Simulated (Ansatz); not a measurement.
Here is a crystal structure:

```cif
data_structure
_symmetry_space_group_name_H-M 'P 1'
_symmetry_Int_Tables_number 1
_cell_length_a 3.1886
_cell_length_b 3.1886
_cell_length_c 11.1094
_cell_angle_alpha 90.000
_cell_angle_beta 90.000
_cell_angle_gamma 120.000
_cell_volume 97.82
loop_
_atom_site_label
_atom_site_type_symbol
_atom_site_fract_x
_atom_site_fract_y
_atom_site_fract_z
_atom_site_occupancy
Sn1 Sn 0.00000 0.00000 0.50000 1
Sn2 Sn 0.00000 0.00000 0.00000 1
O1 O 0.66667 0.33333 0.41077 1
O2 O 0.66667 0.33333 0.08923 1
O3 O 0.33333 0.66667 0.58923 1
O4 O 0.33333 0.66667 0.91077 1
```

Q: Before looking at a picture, describe the arrangement of atoms.

A: The stoichiometry is SnO2. It is primitive hexagonal, space group P6_3/mmc (No. 194). There are 6 atoms in the cell: 2 Sn, 4 O. The polyhedra are SnO6 octahedra; they share edges. The Sn atoms are each bonded to six O in a distorted octahedral arrangement at 2.09 Å. The neighbours of O are three Sn in a trigonal pyramidal arrangement at 2.09 Å. The bonds build SnO2 layers parallel to (001).

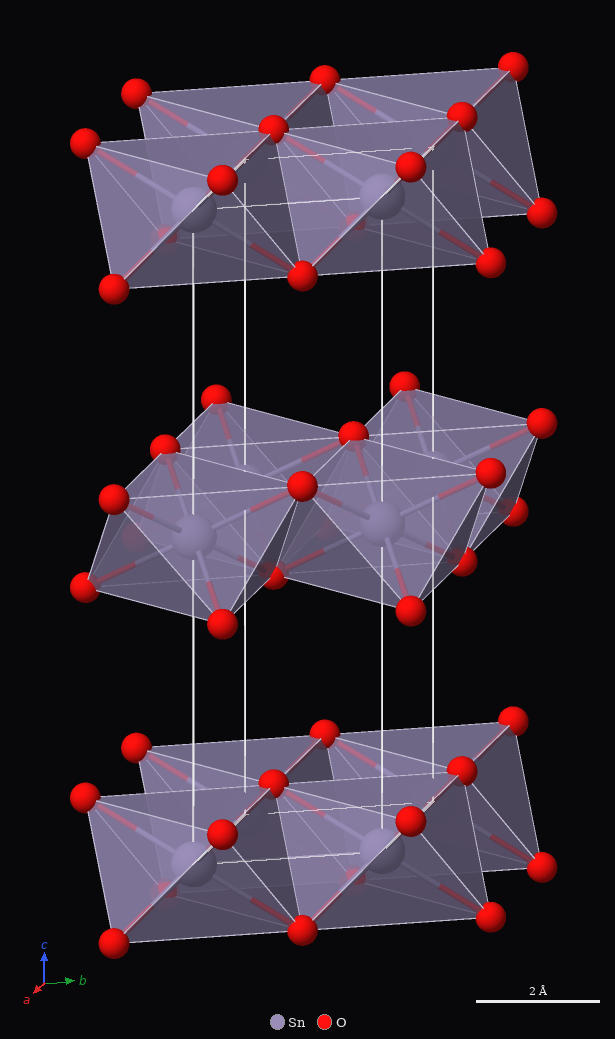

Polyhedral representation of a periodic structure, projected slightly off an axis. The parallelepiped is the conventional unit cell. Some neighbours outside the box are added.

Origin of the cell: a structure listed in the Materials Project. Earlier steps of the study, as a rule a relaxation of our own, may have changed the cell and positions, so they can lie some per cent off the listed ones. It went into a calculation with Ansatz.
